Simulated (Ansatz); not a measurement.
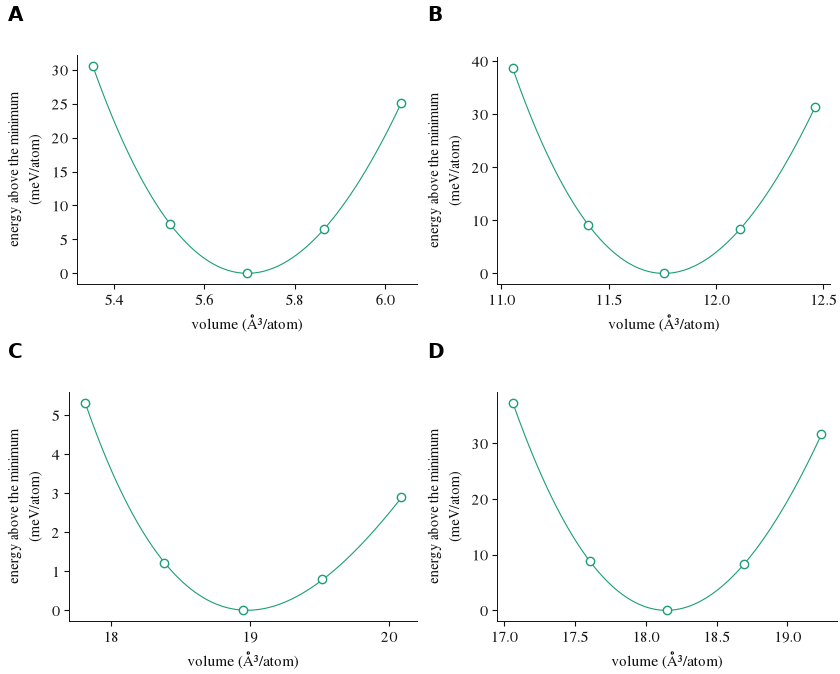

Each panel shows the energy above the minimum against volume for one of these solids: C, Fd-3m (No. 227); HfN, Fm-3m (No. 225); Nb, Im-3m (No. 229); SnO, P4/nmm (No. 129).

Calculation (Ansatz 0.2.0): third-order Birch-Murnaghan fit to density functional energies at scaled volumes of the given relaxed cell, shape and atoms relaxed at each volume; energies count from the fitted minimum; plane waves with PAW datasets, Γ-centred k mesh. Level: PBE, no spin polarisation.

Match the panels to the solids.

A is C (energy above the minimum from 0.0 meV/atom to 30.6 meV/atom, V0 5.695 Å³/atom, B0 432 GPa); B is HfN (energy above the minimum from 0.0 meV/atom to 38.7 meV/atom, V0 11.76 Å³/atom, B0 263 GPa); C is SnO (energy above the minimum from 0.0 meV/atom to 5.3 meV/atom, V0 18.98 Å³/atom, B0 18.3 GPa); D is Nb (energy above the minimum from 0.0 meV/atom to 37.3 meV/atom, V0 18.15 Å³/atom, B0 168 GPa).

For HfN, limits of the calculation: no spin polarisation, a magnetic state may lie lower.

For SnO, limits of the calculation: a crossing between the sampled k points may be missed; pressure derivative unusual.
